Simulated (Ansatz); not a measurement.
KCl

```cif
data_structure
_symmetry_space_group_name_H-M 'P 1'
_symmetry_Int_Tables_number 1
_cell_length_a 6.2929
_cell_length_b 6.2929
_cell_length_c 6.2929
_cell_angle_alpha 90.000
_cell_angle_beta 90.000
_cell_angle_gamma 90.000
_cell_volume 249.21
loop_
_atom_site_label
_atom_site_type_symbol
_atom_site_fract_x
_atom_site_fract_y
_atom_site_fract_z
_atom_site_occupancy
K1 K 0.00000 0.00000 0.00000 1
K2 K 0.50000 0.50000 0.00000 1
K3 K 0.50000 0.00000 0.50000 1
K4 K 0.00000 0.50000 0.50000 1
Cl1 Cl 0.50000 0.00000 0.00000 1
Cl2 Cl 0.00000 0.50000 0.00000 1
Cl3 Cl 0.00000 0.00000 0.50000 1
Cl4 Cl 0.50000 0.50000 0.50000 1
```

Space group Fm-3m.

These are results of Ansatz, Kohn-Sham DFT of a periodic cell, PBE0, Ansatz PAW, not measurements.

What will maps of the valence pseudo-density and electron localisation function show?

Answer. K–Cl (3.15 Å): ρ is about 0.09 e/Å³ halfway; the ELF is about 0.05 at the midpoint (a largely ionic contact).

Does the calculation give a band gap?

Answer. It is gapped, with a Kohn–Sham gap of 7.2 eV on the k-point mesh, an upper bound to the gap of this method.

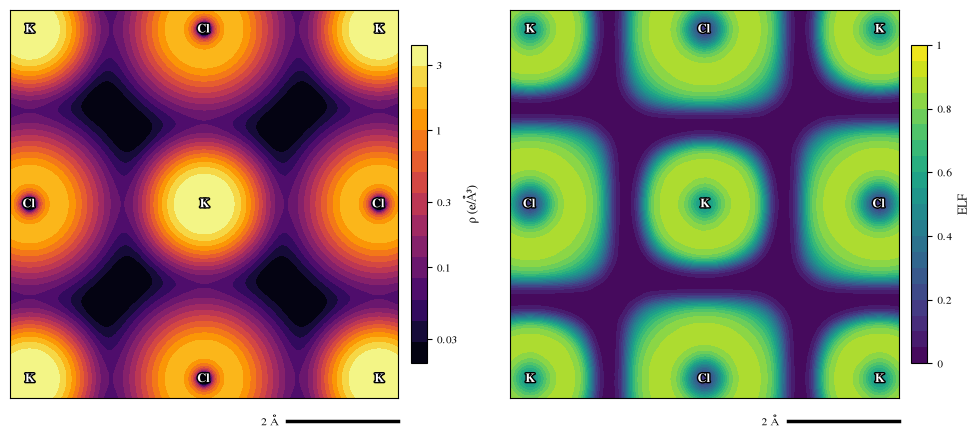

Computed valence pseudo-density and electron localisation function on the (010) plane of the conventional cell, in this order. 
